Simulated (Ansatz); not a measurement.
Run report: Al$_{6}$H, single-point calculation

System: Al$_{6}$H (slab, 14 atoms in the cell).
Method: DFT PBE, scalar-relativistic, plane waves, PAW, PAW set soft_1, no spin polarisation (Ansatz 0.2.0).

The structure derives from an entry of the Crystallography Open Database.

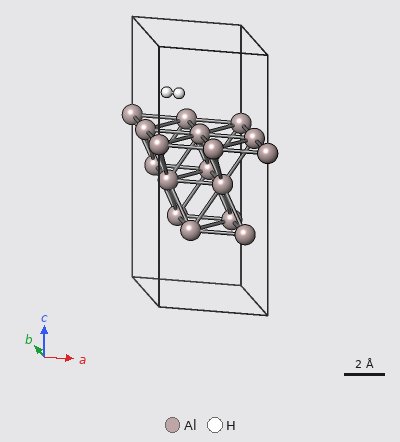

Figure 1. The structure as given in the input (ball-and-stick view of the cell of the calculation, with the vacuum cut short, seen slightly off an axis). An atom can appear more than once, as a periodic image.

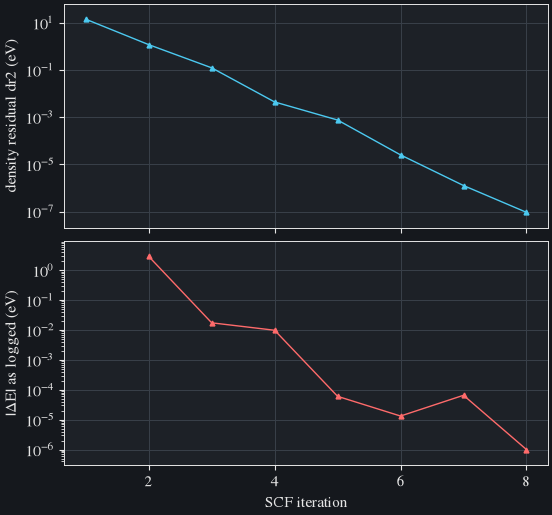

Figure 2. Convergence of the self-consistent field: density residual dr2 and size of the energy change against the SCF iteration. The residual falls at every step.

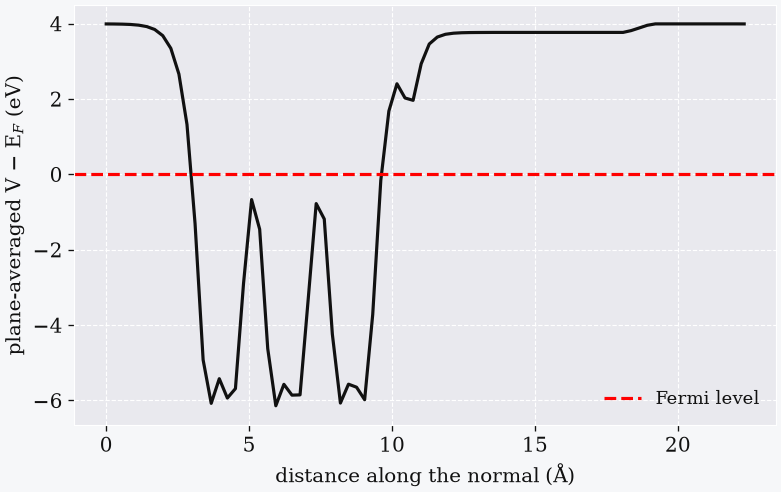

Figure 3. Plane average of the electrostatic potential energy of an electron across the cell, from the Fermi level. The vacuum level lies 3.77 eV above the Fermi level on the upper side and 3.99 eV on the lower.

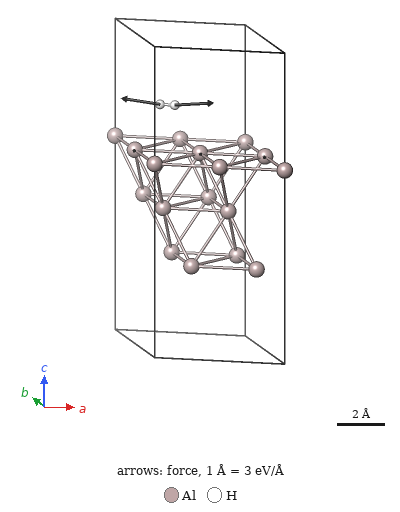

Figure 4. Forces on the atoms as black arrows (ball-and-stick view of the cell of the calculation, with the vacuum cut short, seen slightly off an axis); the smallest are left out. The largest act on H13, H14 (5.21 eV/Å). Atoms are counted from 1 in the order of the input and aren't labelled in the picture. The geometry is not a stationary point of this energy.

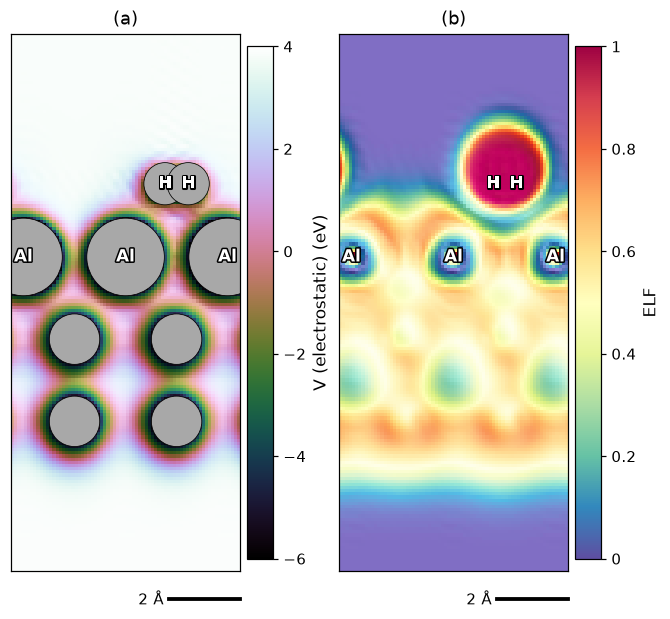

Figure 5. (a) electrostatic potential (local pseudopotential plus Hartree) felt by an electron; (b) ELF on the (010) plane of the calculation cell, a cut from vacuum to vacuum. Grey discs, where drawn, cover atomic cores. Al–Al (2.86 Å): the ELF peaks at about 0.65 between the atoms. The fields are those of the smooth PAW valence density.

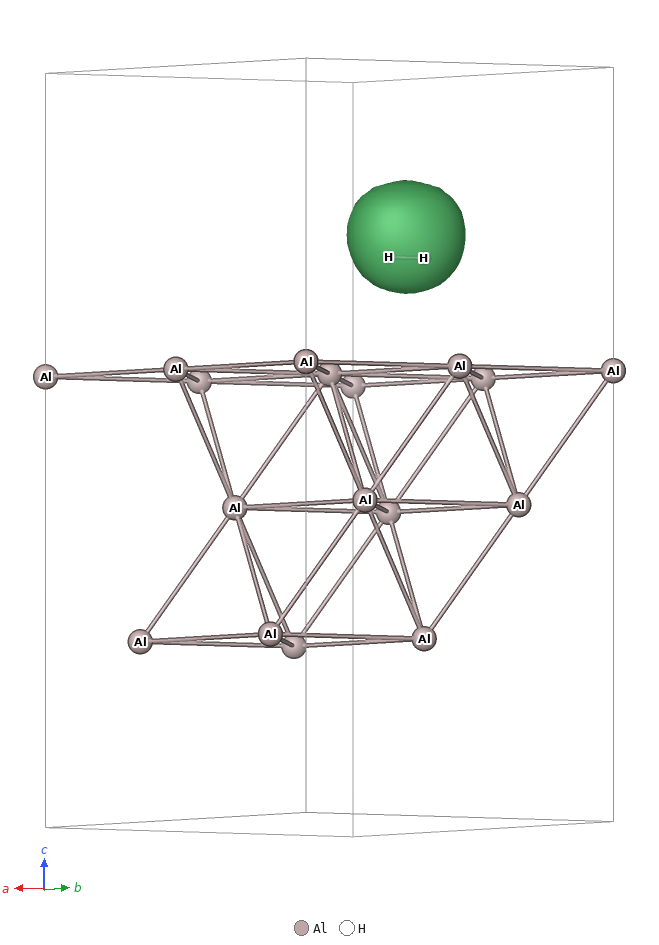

Figure 6. Isosurface of the electron localisation function at 0.85 (green), seen at an oblique angle. Core shells and regions of very low density are left out. Sticks mark near contacts. Values along the shortest contacts: H–H (0.65 Å): the ELF peaks at about 1 between the atoms (a covalent bond by its length). Al–Al (2.83 Å): the ELF peaks at about 0.65 between the atoms.

The input and output of the run follow.

## Input file
```yaml
crystal:
  lattice:
    - [5.7135165837, 0.0, 0.0]
    - [-2.8567582918, 4.9480505064, 0.0]
    - [0.0, 0.0, 22.601378209]
  atoms:
    - { symbol: Al, position: [0.3333333333, 0.1666666667, 0.1769803577] }
    - { symbol: Al, position: [0.3333333333, 0.6666666667, 0.1769803577] }
    - { symbol: Al, position: [0.8333333333, 0.1666666667, 0.1769803577] }
    - { symbol: Al, position: [0.8333333333, 0.6666666667, 0.1769803577] }
    - { symbol: Al, position: [0.1666666667, 0.3333333333, 0.2787759109] }
    - { symbol: Al, position: [0.1666666667, 0.8333333333, 0.2787759109] }
    - { symbol: Al, position: [0.6666666667, 0.3333333333, 0.2787759109] }
    - { symbol: Al, position: [0.6666666667, 0.8333333333, 0.2787759109] }
    - { symbol: Al, position: [0.0, 0.0, 0.380568748] }
    - { symbol: Al, position: [0.0, 0.5, 0.380568748] }
    - { symbol: Al, position: [0.5, 0.0, 0.380568748] }
    - { symbol: Al, position: [0.5, 0.5, 0.380568748] }
    - { symbol: H, position: [0.1931173437, 0.5, 0.4712711814] }
    - { symbol: H, position: [0.3068826563, 0.5, 0.4712711814] }
basis:
  ecutwfc: 420
kpoints:
  mp_grid: { grid: [6, 6, 1] }
hamiltonian:
  xc: pbe
  pseudopotentials: { kind: paw, azcp: { folder: soft_1 } }
scf:
  occupations: { method: gaussian, width: 0.1 }
output:
  forces: true
  eigenvalues: true
  write_density: true
  write_potential: true
  elf: true
  volumetric_format: npy
efield:
  axis: 3
  dipole_correction: true
  ramp_width: 0.04
```

Launch command:
```bash
ansatz run input.yaml --threads 1 --pin off --max-ram 3072MiB --backend cpu --events-out ev --progress --plain --runs-dir out
```

## Output
```
Engine: ansatz 0.2.0, aarch64-unknown-linux-gnu
Pseudopotentials: kind: paw
Pseudopotential: Al, paw, valence charge 3, recommended cutoff 420 eV (normal), [file]
Pseudopotential: H, paw, valence charge 1, recommended cutoff 420 eV (normal), [file]
Functional definition: PBE
  parameter kappa = 0.804
  parameter beta = 0.06672455060314922
  exchange = pbe_x(kappa = kappa, mu = beta*pi^2/3)
  correlation = pbe_c(beta = beta)
Crystal: 14 atoms, lattice volume = 638.958 Å³
Basis set: ecut = 420 eV, 12591 PW (Γ), exchange–correlation on 80×80×320 points (8 copies of the dense FFT grid, shifted against one another)
Bands: 33, of which v1, the nominal top of the filled ones, is band 19 counted from 1 (18 counted from 0)
Symmetry: 2 space group operations
Space group: Cm (ITA 8), of the structure as read, at distance tolerance 8.6e-5 Å
k-points: 13 of 36 (time reversal used)
Non-local potential: Al, projectors of the file, l = 0: 2, l = 1: 2, l = 2: 1
Non-local potential: H, projectors of the file, l = 0: 2, l = 1: 1
PAW form: soft (Blöchl's): semilocal exchange-correlation on the pseudo side does not see the compensation charge
PAW one-centre angular grid: Al, 110 points (default); XC on 64 Gauss nodes
PAW one-centre angular grid: H, 110 points (default); XC on 64 Gauss nodes
Initial wavefunctions: pseudopotential atomic-orbital guess
Functional: x = pbe(κ = 0.804, μ = 0.2195149727645171), c = pbe(β = 0.06672455060314922)
SCF iter   1: F=—  HF=-6481.143963 eV  |F-HF|=—  |Δ(HF+E_count)|=         —  Δρ=2.64e-2  dr2=1.41e1  ethr=3.10e-3  p=0.000 e·Å  D=2.83e-7 V/Å  ΔV_dip=-0.00 eV  dr2_dipole=6.48e-3  V_vac-E_F(+/−)=6.48/6.48 eV  ⟨swp⟩=8.2  Hψ=2820  notcnv=0  defer=3
efield: sawtooth ramp at fractional position 0.8041 (placed from the atoms, in the widest stretch of the axis that holds none; the zero of the levels goes with the place), width 0.0400; the density the first Hamiltonian is built on has a dipole p = 0.000 e·Å; the dipole correction subtracts the counter field D = 2.83e-7 V/Å, which shifts the + side's vacuum level by -0.00 eV against the − side's; the planar-averaged density in the ramp window peaks in size at 1.1e-6 e/Å³
preconditioner: auto → LDOS  [metal: Δε(μ)=0.042 eV  Ē_g=6.911 eV  σ=0.100 eV  W_gap=0.22  n_scr=66 (ndim 8)  ℏωp=9.1 eV  f_vac=0.527  D(μ)=6.74/eV (n_scr^D=26)  β→1.0]
SCF iter   2: F=—  HF=-6478.241286 eV  |F-HF|=—  |Δ(HF+E_count)|=    2.90e0  Δρ=8.66e-3  dr2=1.18e0  ethr=3.10e-3  p=-0.006 e·Å  D=-1.60e-3 V/Å  ΔV_dip=0.04 eV  dr2_dipole=7.86e-2  V_vac-E_F(+/−)=3.64/3.60 eV  ⟨swp⟩=4.5  Hψ=1098  notcnv=0  defer=81
SCF iter   3: F=—  HF=-6478.223929 eV  |F-HF|=—  |Δ(HF+E_count)|=   1.74e-2  Δρ=1.58e-3  dr2=1.23e-1  ethr=3.10e-3  p=0.031 e·Å  D=8.75e-3 V/Å  ΔV_dip=-0.20 eV  dr2_dipole=3.32e-3  V_vac-E_F(+/−)=3.99/4.19 eV  ⟨swp⟩=3.1  Hψ=709  notcnv=0  defer=81
SCF iter   4: F=—  HF=-6478.214117 eV  |F-HF|=—  |Δ(HF+E_count)|=   9.81e-3  Δρ=3.53e-4  dr2=4.40e-3  ethr=3.25e-4  p=0.030 e·Å  D=8.45e-3 V/Å  ΔV_dip=-0.19 eV  dr2_dipole=9.38e-4  V_vac-E_F(+/−)=3.83/4.02 eV  ⟨swp⟩=3.2  Hψ=648  notcnv=0  defer=67
SCF iter   5: F=—  HF=-6478.214057 eV  |F-HF|=—  |Δ(HF+E_count)|=   6.03e-5  Δρ=1.30e-4  dr2=7.56e-4  ethr=1.16e-5  p=0.034 e·Å  D=9.75e-3 V/Å  ΔV_dip=-0.22 eV  dr2_dipole=1.43e-4  V_vac-E_F(+/−)=3.77/4.00 eV  ⟨swp⟩=2.3  Hψ=622  notcnv=0  defer=67
SCF iter   6: F=—  HF=-6478.214044 eV  |F-HF|=—  |Δ(HF+E_count)|=   1.32e-5  Δρ=3.94e-5  dr2=2.52e-5  ethr=1.99e-6  p=0.035 e·Å  D=9.88e-3 V/Å  ΔV_dip=-0.22 eV  dr2_dipole=3.26e-7  V_vac-E_F(+/−)=3.77/3.99 eV  ⟨swp⟩=2.5  Hψ=566  notcnv=0  defer=67
SCF iter   7: F=—  HF=-6478.213978 eV  |F-HF|=—  |Δ(HF+E_count)|=   6.54e-5  Δρ=9.49e-6  dr2=1.27e-6  ethr=6.64e-8  p=0.035 e·Å  D=1.00e-2 V/Å  ΔV_dip=-0.23 eV  dr2_dipole=1.15e-7  V_vac-E_F(+/−)=3.77/3.99 eV  ⟨swp⟩=2.2  Hψ=653  notcnv=0  defer=67
SCF iter   8: F=-6478.213979 eV  HF=-6478.213979 eV  |F-HF|=1.13e-7  |Δ(HF+E_count)|=   9.98e-7  Δρ=2.32e-6  dr2=9.30e-8  ethr=2.63e-10  p=0.035 e·Å  D=1.00e-2 V/Å  ΔV_dip=-0.23 eV  dr2_dipole=2.55e-9  V_vac-E_F(+/−)=3.77/3.99 eV  ⟨swp⟩=32.3  Hψ=5132  notcnv=0
SCF 1 converged in 8 iterations: F = -6478.213979 eV  dr2 = 9.30e-8
  greatest PAW one-centre occupation: 0.472 electrons in one spin orbital (limit 2), on the Al atom at site 11 (counted from 0), in its partial waves of l = 0
WARN: The input density's exchange-correlation potential varies sharply where the density is thin. Do not read a vacuum level from v_tot or v_xc, or from such a field of the output density. On a cell that repeats whose density bears no net charge and no dipole along the vacuum's axis use v_es (v_loc + v_h of the components); under efield.dipole_correction with no amplitude use v_es + v_field, which holds any external_charges[].barrier, or the levels of the report's work_function block, which leave it out; under a non-zero efield.amplitude the vacuum is tilted and has no level; on a cell that repeats and bears such a dipole with no correction it is tilted too, and efield.dipole_correction with no amplitude gives each side of its ramp a level where efield: is served; in a cell that repeats whose density bears a net charge (total_charge, or a fill off its count) it is curved and has none; of a slab under crystal.periodic whose density bears no net charge use v_es, which has a level on each side, short of where the two are joined; of another it falls or rises all the way out and has none; of a slab beside external_charges read slab_vacuum_level instead, which it has where they leave it neutral. The grid or the basis barely resolves most such structure, and the values can differ between equally converged runs; as a rule a tighter scf.convergence.dr2_threshold does not remove it. Where the density itself ripples (under the LDA too) a higher basis.ecutwfc lessens it. The files hold the spikes' plane waves up to the density's cutoff. Files: v_tot and the like, and their columns of v_z.tsv (output.write_potential); v_xc and the like, and their columns of v_comp_z.tsv (output.write_potential_components); where files of the output density stand in their place, no point of their own thin density is over the threshold below, and this is of outcome.potential() and, of a run that writes arrays (npy), the arrays of these names. Measured: with its Gaussian average of σ = 0.25 Å subtracted twice, the exchange-correlation potential is over 0.1 eV at 496 of the grid points where the equally averaged density (valence and model cores) is under 1e-3 e/Å³, and 0.162 eV at the most among them, at an averaged density of 2.6e-8 e/Å³. See output.write_potential in the manual, Limitations
SCF converged after 8 iterations
Free energy (F): -6478.213979 eV
Harris-Foulkes:  -6478.213979 eV  (|F-HF|=1.13e-7)
Internal energy: -6478.178811 eV  (E = F + TS)
E sigma→0 (E₀):  -6478.196395 eV
Entropy (-TS):   -0.035168 eV (-2.512 meV/atom)
Fermi energy:    -0.122866 eV
Dipole field:    D = 0.009999 V/Å  (p = 0.035307 e·Å, saw-weighted, corrected)
Work function:   Φ+ = 3.7662 eV   Φ− = 3.9922 eV
Levels:          The Fermi level and band energies are counted from a zero that moves with the ramp; work functions are not
--- Per-component energies (eV) ---
  E_band       = -166.909068
  E_kinetic    = 288.124645
  E_local      = -7788.637018  (includes V_loc(G=0)·N_el)
  E_nonlocal   = 123.501993
  E_hartree    = 3808.763394
  E_xc         = -463.338241
  E_vxc        = -363.770482  (∫ρ·V_xc dr)
  E_paw        = -5634.343961  (= ΣΔE_a)
  E_vpaw       = -43.953821  (= ΣTr[D̂ρ^β])
  E_aug_tail   = -0.002616  (compensation charges beyond the density's cutoff)
  E_efield     = 0.000177  (sawtooth field / dipole correction)
  E_vefield    = 0.302799  (∫n·V_field dr)
  E_ewald      = 3187.752814
  E_smearing   = -0.035168  (= −TS)
  E_closure    = -0.000000  (closes the sum)
  Σ components = -6478.213979   (vs F -6478.213979, Δ=0.00e0)
--- Forces (eV/Å), atoms counted from 1 ---
  atom   1  Al     0.01432404    -0.03863486    -0.04135829
  atom   2  Al     0.00000000     0.01584735    -0.05287487
  atom   3  Al    -0.01432404    -0.03863486    -0.04135829
  atom   4  Al     0.00000000     0.06573673    -0.04798443
  atom   5  Al     0.00000000     0.03364910    -0.03500886
  atom   6  Al    -0.01774458     0.00180529    -0.03406243
  atom   7  Al     0.00000000     0.03114769     0.04588684
  atom   8  Al     0.01774458     0.00180529    -0.03406243
  atom   9  Al    -0.00000000    -0.00733810    -0.03972674
  atom  10  Al    -0.20824003    -0.00322591    -0.37946008
  atom  11  Al    -0.00000000    -0.00006543    -0.06158712
  atom  12  Al     0.20824003    -0.00322591    -0.37946008
  atom  13  H     -5.18034536    -0.02943231     0.55057521
  atom  14  H      5.18034536    -0.02943231     0.55057521
  max |Σ_I F_I| component: 9.36e-5 eV/Å
--- Band table (eV; the first three rows and the last of 13) ---
  k-point 0: bands = ["-10.6913", "-9.2557", "-8.2547", "-6.0125", "-4.7964", "-4.7938", "-4.7874", "-4.7636", "-4.7621", "-4.7368", "-3.3915", "-3.3899", "-3.3696", "-2.9712", "-2.8738", "-2.8406", "-2.7254", "-0.6551", "-0.5035", "-0.4755", "-0.2982", "-0.2648", "-0.2195", "0.7325", "2.1178", "2.3990", "2.4628", "2.4722", "2.5057", "2.5158", "3.3244", "3.4570", "4.3541"]
  k-point 1: bands = ["-10.5258", "-9.1373", "-8.2036", "-6.5368", "-5.8795", "-5.5800", "-5.5544", "-4.8530", "-3.9602", "-3.9092", "-3.6770", "-3.6684", "-2.8569", "-2.7684", "-2.0742", "-2.0375", "-1.9616", "-1.2137", "-1.0788", "-0.9115", "0.5548", "0.6237", "0.6653", "1.0111", "1.5883", "1.6381", "1.8563", "3.0845", "3.2767", "3.5439", "3.6228", "3.7641", "3.8721"]
  k-point 2: bands = ["-10.0330", "-8.8814", "-8.0930", "-7.8674", "-6.2851", "-6.0633", "-6.0450", "-5.4155", "-4.4243", "-4.3581", "-3.5964", "-2.4166", "-2.3756", "-2.2837", "-1.6893", "-1.5575", "-0.6900", "-0.5454", "-0.4943", "-0.1558", "0.9087", "1.0309", "1.2484", "1.3843", "1.5101", "1.6835", "2.1891", "2.2473", "3.0210", "3.1755", "3.3036", "3.6609", "3.9384"]
  k-point 12: bands = ["-9.5491", "-8.8075", "-8.4224", "-7.6601", "-7.4773", "-6.7348", "-5.8082", "-4.9881", "-4.6109", "-4.0507", "-3.1503", "-2.9888", "-2.7301", "-1.9493", "-1.1370", "-1.0439", "-0.9191", "-0.2810", "-0.0815", "0.2594", "0.9486", "1.0293", "1.5172", "1.7233", "1.8135", "1.9691", "2.4070", "2.6659", "2.9522", "3.2539", "3.5385", "3.7637", "3.9970"]
```

## Summary

```json
{"quantity": "outcome", "value": "converged"}
{"quantity": "electrons treated", "value": "38"}
{"quantity": "free energy", "value": "−6478.2140 eV"}
{"quantity": "work function, top face", "value": "3.77 eV"}
{"quantity": "work function, bottom face", "value": "3.99 eV"}
{"quantity": "Fermi energy", "value": "−0.123 eV"}
{"quantity": "gap on the k-point mesh", "value": "none (metallic)"}
{"quantity": "work function (upper face)", "value": "3.77 eV"}
{"quantity": "largest force (length of the vector)", "value": "5.210 eV/Å"}
{"quantity": "hardware", "value": "1 thread of Arm Neoverse V2, 24 GiB of memory available, shared host"}
{"quantity": "wall time", "value": "32 s"}
{"quantity": "peak memory", "value": "0.67 GiB"}
```

Warnings of the run: the exchange-correlation potential is rough where the density is thin.
